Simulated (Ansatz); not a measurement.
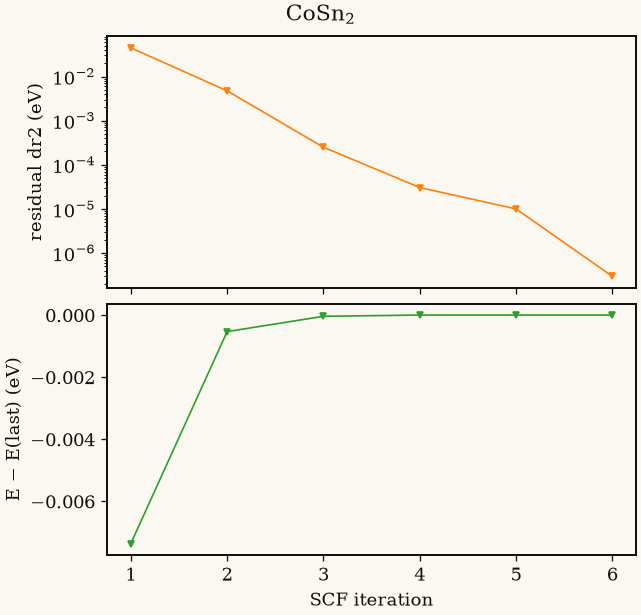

The plot shows the SCF iterations of a calculation: density residual dr2, Harris–Foulkes energy less its last value. The starting density is a sum of atomic densities corrected by a trained network.

- system: CoSn₂ (I4/mcm, 6 atoms in the cell)
- method: DFT PBEsol, scalar-relativistic, plane waves, PAW (Ansatz); cutoff 420 eV, 14×14×14 k-mesh, Gaussian smearing of 0.15 eV, no spin polarisation

Q: Did the calculation converge?

A: It was still iterating, at step 6, when the time limit ended it. The residual goes from 0.04 at the first step to 3 × 10⁻⁷ at the last.

Q: What is the residual at the start and at the end?

A: It starts near 0.04 and ends near 3 × 10⁻⁷ eV.
